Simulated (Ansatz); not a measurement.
Band-structure calculation of ZnSnN$_{2}$ (part 2 of 2)

The same run, continued: ZnSnN$_{2}$ (4 atoms in the cell); DFT, HSE06, plane waves, PAW, no spin polarisation (Ansatz 0.2.0); cutoff 420 eV, 6×6×6 k-mesh, fixed occupations. The structure was built on a prototype by a generator; it need not be a known phase. The geometry comes from this level: r2SCAN (a point of a series of strains).

Geometry of the input (Å; fractional positions):
```
1.5837  0.9143  5.1498
-1.5837  0.9143  5.1498
0.0000  -1.8287  5.1498
Zn 1.0000  -0.0000  -0.0000
Sn 0.5000  0.5000  0.5000
N  0.2465  0.2465  0.2465
N  0.7535  0.7535  0.7535
```

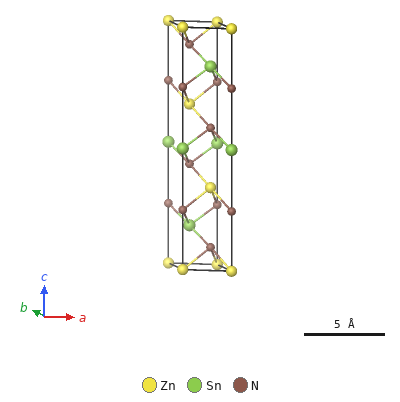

The structure (ball-and-stick view of the cell 3 times as large as that of the calculation, set on its symmetry axes, seen slightly off an axis).

## The program's output, continued
```
SCF iter   1: F=—  HF=-10113.871666 eV  |F-HF|=—  |Δ(HF+E_count)|=         —  Δρ=2.13e-2  dr2=1.00e-1  ethr=1.69e-6  ⟨swp⟩=7.8  Hψ=4088  notcnv=0
preconditioner: auto → none  [insulator: Δε(μ)=1.881 eV  Ē_g=19.237 eV  n_scr=16 (ndim 8)  ℏωp=33.3 eV  f_vac=0.000]
SCF iter   2: F=—  HF=-10113.843078 eV  |F-HF|=—  |Δ(HF+E_count)|=   2.86e-2  Δρ=4.61e-3  dr2=1.11e-2  ethr=1.69e-6  ⟨swp⟩=5.0  Hψ=3084  notcnv=0
SCF iter   3: F=—  HF=-10113.857642 eV  |F-HF|=—  |Δ(HF+E_count)|=   1.46e-2  Δρ=5.56e-3  dr2=6.37e-3  ethr=1.69e-6  ⟨swp⟩=4.6  Hψ=2967  notcnv=0
SCF iter   4: F=—  HF=-10113.856590 eV  |F-HF|=—  |Δ(HF+E_count)|=   1.05e-3  Δρ=2.19e-3  dr2=9.07e-4  ethr=1.69e-6  ⟨swp⟩=3.8  Hψ=2114  notcnv=0
SCF iter   5: F=—  HF=-10113.857423 eV  |F-HF|=—  |Δ(HF+E_count)|=   8.34e-4  Δρ=8.73e-4  dr2=2.33e-4  ethr=1.69e-6  ⟨swp⟩=3.5  Hψ=1795  notcnv=0  defer=3
SCF iter   6: F=—  HF=-10113.857328 eV  |F-HF|=—  |Δ(HF+E_count)|=   9.51e-5  Δρ=2.05e-4  dr2=3.10e-5  ethr=6.28e-7  ⟨swp⟩=3.7  Hψ=2171  notcnv=0
iter 7 solved again at ethr=8.93e-10 eV; its pass at ethr=6.74e-8 eV (dr2=3.22e-7 eV) is discarded
SCF iter   7: F=-10113.857321 eV  HF=-10113.857321 eV  |F-HF|=8.06e-8  |Δ(HF+E_count)|=   7.66e-6  Δρ=3.94e-5  dr2=1.49e-6  ethr=8.93e-10  ⟨swp⟩=4.0  Hψ=4036  notcnv=0
SCF 2 stopped early in 7 iterations: F = -10113.857321 eV  dr2 = 1.49e-6
  Residual-converged pass: ⟨swp⟩=3.0  Hψ=1913  notcnv=0  max |occ|·‖R‖ = 6.5e-6 eV (tolerance 6.7e-6 eV)  dr2=1.49e-6  dr2_onsite=1.65e-7  max |Δocc| = 0.0e0
hybrid outer 1: dexx = +2.196e-2 eV, tail = 8.66e-5 eV
Exchange kernel: α = 0.2500, screened, ω = 0.2079 Å⁻¹, Wigner–Seitz truncation, v(0) = 1044.3699 eV·Å³, q-mesh 6×6×6, nearest image of the exchange supercell L = 19.00 Å, pair-density grid 20×36×20, without the augmentation charges, whose exchange is taken in its separable form by FFT convolution over the k-point mesh (the finest that the files' search goes to), smooth part of the exact exchange by density-matrix convolution
Frozen-core exchange: fock
SCF iter   1: F=—  HF=-10113.856340 eV  |F-HF|=—  |Δ(HF+E_count)|=         —  Δρ=1.06e-4  dr2=2.83e-6  ethr=1.20e-6  ⟨swp⟩=3.6  Hψ=1756  notcnv=0
preconditioner: auto → none  [insulator: Δε(μ)=1.954 eV  Ē_g=19.132 eV  n_scr=16 (ndim 8)  ℏωp=33.3 eV  f_vac=0.000]
SCF iter   2: F=—  HF=-10113.856341 eV  |F-HF|=—  |Δ(HF+E_count)|=   8.42e-7  Δρ=2.22e-5  dr2=3.34e-7  ethr=7.02e-9  ⟨swp⟩=4.2  Hψ=2806  notcnv=0
SCF iter   3: F=—  HF=-10113.856342 eV  |F-HF|=—  |Δ(HF+E_count)|=   1.45e-6  Δρ=1.72e-5  dr2=8.99e-8  ethr=2.41e-10  ⟨swp⟩=5.1  Hψ=2790  notcnv=0  defer=4
SCF iter   4: F=—  HF=-10113.856342 eV  |F-HF|=—  |Δ(HF+E_count)|=   1.38e-8  Δρ=3.77e-6  dr2=7.72e-9  ethr=2.06e-10  ⟨swp⟩=3.0  Hψ=1747  notcnv=0
SCF iter   5: F=—  HF=-10113.856342 eV  |F-HF|=—  |Δ(HF+E_count)|=   3.58e-8  Δρ=4.73e-6  dr2=7.34e-9  ethr=9.25e-12  ⟨swp⟩=5.3  Hψ=2611  notcnv=0  defer=18
SCF iter   6: F=-10113.856342 eV  HF=-10113.856342 eV  |F-HF|=7.64e-11  |Δ(HF+E_count)|=   3.16e-9  Δρ=5.12e-7  dr2=1.37e-10  ethr=9.25e-12  ⟨swp⟩=4.0  Hψ=2270  notcnv=0
SCF 3 converged in 6 iterations: F = -10113.856342 eV  dr2 = 1.37e-10
  Residual-converged pass: ⟨swp⟩=3.0  Hψ=1722  notcnv=0  max |occ|·‖R‖ = 5.9e-7 eV (tolerance 6.3e-7 eV)  dr2=1.37e-10  dr2_onsite=9.76e-11  max |Δocc| = 0.0e0
hybrid outer 2: dexx = +1.392e-6 eV, tail = 2.72e-8 eV, Δε = 3.98e-3 eV (about 9.58e-5 eV left of the loop's levels), ΔF = 6.50e-3 eV/Å (tail 1.20e-3)
Exchange kernel: α = 0.2500, screened, ω = 0.2079 Å⁻¹, Wigner–Seitz truncation, v(0) = 1044.3699 eV·Å³, q-mesh 6×6×6, nearest image of the exchange supercell L = 19.00 Å, pair-density grid 20×36×20, without the augmentation charges, whose exchange is taken in its separable form by FFT convolution over the k-point mesh (the finest that the files' search goes to), smooth part of the exact exchange by density-matrix convolution
Frozen-core exchange: fock
SCF iter   1: F=—  HF=-10113.856342 eV  |F-HF|=—  |Δ(HF+E_count)|=         —  Δρ=3.21e-6  dr2=2.14e-9  ethr=3.78e-10  ⟨swp⟩=4.8  Hψ=1896  notcnv=0
preconditioner: auto → none  [insulator: Δε(μ)=1.954 eV  Ē_g=19.133 eV  n_scr=16 (ndim 8)  ℏωp=33.3 eV  f_vac=0.000]
SCF iter   2: F=-10113.856342 eV  HF=-10113.856342 eV  |F-HF|=1.46e-11  |Δ(HF+E_count)|=  5.71e-10  Δρ=3.08e-7  dr2=1.04e-10  ethr=5.60e-12  ⟨swp⟩=4.0  Hψ=2444  notcnv=0
SCF 4 converged in 2 iterations: F = -10113.856342 eV  dr2 = 1.04e-10
  Residual-converged pass: ⟨swp⟩=2.9  Hψ=1525  notcnv=0  max |occ|·‖R‖ = 8.6e-7 eV (tolerance 8.6e-7 eV)  dr2=1.04e-10  dr2_onsite=2.66e-11  max |Δocc| = 0.0e0
hybrid outer 3: dexx = +5.312e-10 eV, tail = 2.73e-10 eV, Δε = 9.12e-5 eV (about 1.23e-5 eV left of the loop's levels), ΔF = 5.48e-5 eV/Å (tail 7.27e-5)
the search or the solves at the SCF's close seem to have found levels that the self-consistency loop had missed (the run counts 1). By its estimate they hold under 1e-12 electrons; where the run keeps them, the occupations were computed again with them
NSCF: frozen V_eff on 9 k-points
hybrid SCF converged: 3 outer / 15 inner (+3 warm-up), last move |dexx| = 5.31e-10 eV, tail = 2.73e-10 eV
Stability not checked: this state was not tested for a lower state beside it, because the functional holds exact exchange (a hybrid, or Hartree-Fock), whose exchange loop this test does not read (fock_operator; see scf.lower_state_search)
Free energy (F): -10113.856342 eV
Frozen-core exchange: fock
Harris-Foulkes:  -10113.856342 eV  (|F-HF|=1.46e-11)
Internal energy: -10113.856342 eV  (E = F + TS)
E sigma→0 (E₀):  -10113.856342 eV
Fermi energy:    12.091756 eV
--- Per-component energies (eV) ---
  E_band       = 32.375202
  E_kinetic    = 580.210527
  E_local      = -2321.784359  (includes V_loc(G=0)·N_el)
  E_nonlocal   = 682.429324
  E_hartree    = 1142.576991
  E_xc         = -503.976210
  E_vxc        = -238.447949  (∫ρ·V_xc dr)
  E_exx        = -105.657409  (= α·E_x^exact, valence–valence)
  E_paw        = -6268.515181  (= ΣΔE_a)
  E_vpaw       = -743.871407  (= ΣTr[D̂ρ^β])
  E_aug_tail   = -0.000153  (compensation charges beyond the density's cutoff)
  E_ewald      = -3319.995118
  E_core_change = 0.855246  (= ΣΔE_core)
  E_smearing   = -0.000000  (= −TS)
  E_closure    = 0.000000  (closes the sum)
  Σ components = -10113.856342   (vs F -10113.856342, Δ=0.00e0)
--- Forces (eV/Å), atoms counted from 1 ---
  atom   1  Zn     0.00000000     0.00000000    -0.00000000
  atom   2  Sn     0.00000000     0.00000000     0.00000000
  atom   3  N      0.00000000     0.00000000    -0.24037451
  atom   4  N      0.00000000    -0.00000000     0.24037451
  max |Σ_I F_I| component: 2.78e-17 eV/Å
--- Stress (GPa, compression-positive) ---
       -1.790497       0.000000       0.000000
        0.000000      -1.790497      -0.000000
        0.000000      -0.000000      -1.340982
  P = ⅓ Tr σ = -1.6407 GPa (-16.407 kbar)
--- Band table (eV; the first three rows and the last of 32) ---
  k-point 0: bands = ["-10.6565", "-10.6565", "-10.6258", "-10.4480", "-10.4480", "-6.0480", "-3.1349", "3.5906", "4.5304", "4.5304", "4.8371", "4.8371", "5.4545", "11.1681", "11.1681", "11.3499", "11.9573", "11.9573", "14.0456", "16.7782", "21.9362", "21.9362", "22.3134"]
  k-point 1: bands = ["-10.7374", "-10.5956", "-10.5720", "-10.5031", "-10.4521", "-5.5931", "-2.7978", "3.8930", "4.5172", "4.5658", "4.7846", "4.8379", "5.6357", "9.0839", "9.8191", "10.8319", "11.4241", "11.5731", "16.2085", "18.2115", "19.8430", "22.8980", "23.1730"]
  k-point 2: bands = ["-10.9235", "-10.6020", "-10.5369", "-10.4445", "-10.3933", "-4.3412", "-2.1812", "4.0130", "4.4492", "4.5301", "4.7824", "4.9537", "5.9409", "7.0586", "7.5038", "10.1094", "10.9388", "11.0344", "17.0818", "18.2173", "21.1973", "21.4023", "22.6674"]
  k-point 31: bands = ["-10.6562", "-10.6562", "-10.6239", "-10.4476", "-10.4476", "-5.5711", "-4.0602", "4.4295", "4.5186", "4.5186", "4.8324", "4.8324", "6.9052", "7.9611", "11.4650", "11.4650", "11.6059", "11.6059", "16.5699", "17.2111", "21.5042", "23.1368", "23.1368"]
```

## File rho_z.tsv
```
# z_ang	rho[e/angstrom^3]
# format = ansatz-planar-average/11
# lattice	1.583687171	0.914342215	5.149817472
# lattice	-1.583687171	0.914342215	5.149817472
# lattice	0.000000000	-1.828684429	5.149817472
# sites	4
# site	30	1.583687171	0.914342215	5.149817472
# site	50	0.000000000	-0.000000000	7.724726208
# site	7	0.000000000	-0.000000000	3.807823682
# site	7	0.000000000	-0.000000000	11.641628735
0.000000	1.224740e0
0.227703	1.130278e0
0.455405	9.202744e-1
0.683108	7.269020e-1
0.910810	6.154494e-1
1.138513	5.773428e-1
1.366215	5.868891e-1
1.593918	6.300967e-1
1.821620	7.016440e-1
2.049323	7.941679e-1
2.277025	8.917073e-1
2.504728	9.688258e-1
2.732431	9.985585e-1
2.960133	9.688258e-1
3.187836	8.917073e-1
3.415538	7.941679e-1
3.643241	7.016440e-1
3.870943	6.300967e-1
4.098646	5.868891e-1
4.326348	5.773428e-1
4.554051	6.154494e-1
4.781753	7.269020e-1
5.009456	9.202744e-1
5.237159	1.130278e0
```

## File v_z.tsv
```
# z_ang	v_es[eV]	v_tot[eV]
# format = ansatz-planar-average/11
# xc	hse06
# density_cutoff_ev	1680
# datasets	Zn=:simpson_from_first_knot:soft:fock:shift=0	Sn=:simpson_from_first_knot:soft:fock:shift=0	N=:simpson_from_first_knot:soft:fock:shift=0
# lattice	1.583687171	0.914342215	5.149817472
# lattice	-1.583687171	0.914342215	5.149817472
# lattice	0.000000000	-1.828684429	5.149817472
# sites	4
# site	30	1.583687171	0.914342215	5.149817472
# site	50	0.000000000	-0.000000000	7.724726208
# site	7	0.000000000	-0.000000000	3.807823682
# site	7	0.000000000	-0.000000000	11.641628735
0.000000	7.775535e0	-2.265592e0
0.227703	7.507482e0	-2.516961e0
0.455405	6.849774e0	-3.121386e0
0.683108	6.024791e0	-3.843146e0
0.910810	5.228647e0	-4.507018e0
1.138513	4.757657e0	-4.885767e0
1.366215	4.891025e0	-4.759317e0
1.593918	5.729633e0	-4.054391e0
1.821620	7.123999e0	-2.888324e0
2.049323	8.752910e0	-1.508906e0
2.277025	1.031506e1	-1.641630e-1
2.504728	1.154542e1	9.241944e-1
2.732431	1.203582e1	1.368644e0
2.960133	1.154542e1	9.241944e-1
3.187836	1.031506e1	-1.641630e-1
3.415538	8.752910e0	-1.508906e0
3.643241	7.123999e0	-2.888324e0
3.870943	5.729633e0	-4.054391e0
4.098646	4.891025e0	-4.759317e0
4.326348	4.757657e0	-4.885767e0
4.554051	5.228647e0	-4.507018e0
4.781753	6.024791e0	-3.843146e0
5.009456	6.849774e0	-3.121386e0
5.237159	7.507482e0	-2.516961e0
```

## Results in brief

```csv
quantity,value
outcome,converged
space group (tolerance 0.01 Å),R-3m (166)
electrons treated,36
free energy,−10113.8563 eV
Fermi energy,12.092 eV
gap on the k-point mesh,1.95 eV
pressure,−1.64 GPa
largest force (length of the vector),0.240 eV/Å
hardware,"2 threads of an x86-64 CPU, shared host"
wall time,9.5 min (CPU time 14 min)
peak memory,1.6 GiB
```

Warnings of the run: the exchange loop's threshold is looser than advised for the stress; the SCF threshold is looser than advised for the printed stress.
